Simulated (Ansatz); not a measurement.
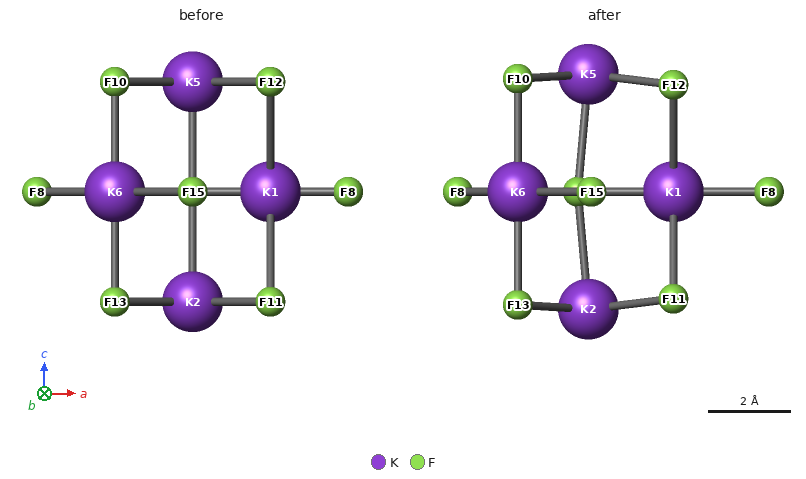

The structure of a defect cell of composition K7F8 (cell charge −1) (started half-way along a vacancy jump, in the symmetry of that start) before (left) and after (right) a relaxation, at one scale.

Style: ball-and-stick. Shown: the atoms within 4.2 Å of the atom that moves most (axes of the conventional cell (2 times the calculation's cell)), along the b axis. Lengths and directions refer to the drawn axes.

Computed with Ansatz, DFT PBE, scalar-relativistic, plane waves, PAW.

Input
```yaml
crystal:
  lattice:
    - [0.0, 5.4191884945, -5.4191884945]
    - [5.4191884945, 5.4191884945, 0.0]
    - [5.4191884945, 0.0, -5.4191884945]
  atoms:
    - { symbol: K, position: [0.5, -0.25, 0.0] }
    - { symbol: K, position: [1.0, 0.5, 0.0] }
    - { symbol: K, position: [1.0, 0.0, 0.0] }
    - { symbol: K, position: [0.5, 0.5, 0.5] }
    - { symbol: K, position: [0.5, 0.0, 0.5] }
    - { symbol: K, position: [1.0, 0.5, 0.5] }
    - { symbol: K, position: [1.0, 0.0, 0.5] }
    - { symbol: F, position: [0.25, 0.75, 0.25] }
    - { symbol: F, position: [0.25, 0.25, 0.25] }
    - { symbol: F, position: [0.75, 0.75, 0.25] }
    - { symbol: F, position: [0.75, 0.25, 0.25] }
    - { symbol: F, position: [0.25, 0.75, 0.75] }
    - { symbol: F, position: [0.25, 0.25, 0.75] }
    - { symbol: F, position: [0.75, 0.75, 0.75] }
    - { symbol: F, position: [0.75, 0.25, 0.75] }
total_charge: -1
basis:
  ecutwfc: 420
kpoints:
  mp_grid: { grid: [4, 4, 4] }
hamiltonian:
  xc: pbe
scf:
  occupations: { method: gaussian, width: 0.05 }
output:
  forces: true
  stress: true
  eigenvalues: true
  write_density: true
  write_potential: true
  elf: true
  volumetric_format: npy
relax:
  adjacent_minimum: "off"
  f_tol: 0.02
  max_steps: 60
  escape_saddle: false
```

Run as
```bash
ansatz run input.yaml --threads 4 --pin off --max-ram 9216MiB --backend cpu --events-out ev --progress --plain --runs-dir out
```

Q: Summarise the run.

A: The largest moves, 0.44 Å, are those of F8 and F14. F14 goes along −a. Largest moves by element: F 0.44 Å, K 0.25 Å. The lattice vectors keep their values. Among the contacts that change: K1–F14 1.916 → 2.354 Å, K1–K2 3.319 → 3.571 Å, K6–F14 2.710 → 2.506 Å, K2–F14 2.710 → 2.904 Å. Bond angles that change, for instance: K6–F14–K7 90.0° → 107.7°, K2–F14–K5 180.0° → 169.7°, K1–F14–K6 135.0° → 126.1°. Over 4 geometry steps the energy falls by 2.720 eV per cell of the calculation. The largest force component goes from 4.8 to 0.0045 eV/Å.

Limits of the set-up: the periodic images lie only 7.7 Å apart, so the values are limited by the cell's size; the cell is charged, on a uniform background, and energies carry no finite-size correction.
